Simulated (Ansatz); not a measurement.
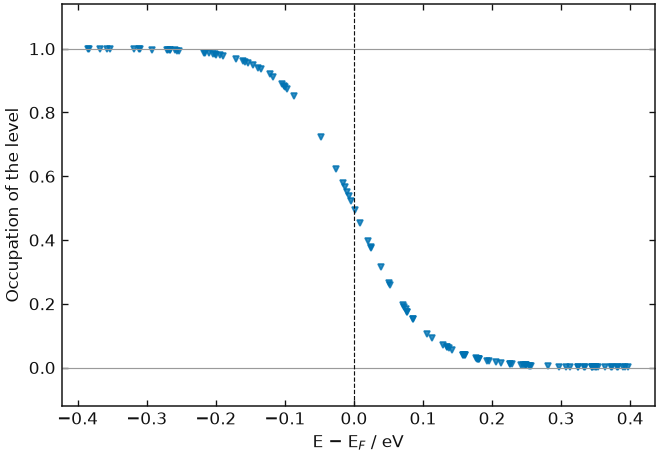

Occupations of the one-electron levels of the k mesh against their energy, from a run on Rh, space group Fd-3m, 2 atoms in the cell, with Ansatz.

**Name the smearing function and its width.**

Fermi-Dirac smearing with a width of 0.05 eV. The occupations stay between 0 and 1 and have long exponential tails; the slope at the Fermi level is 1/(4 × width).
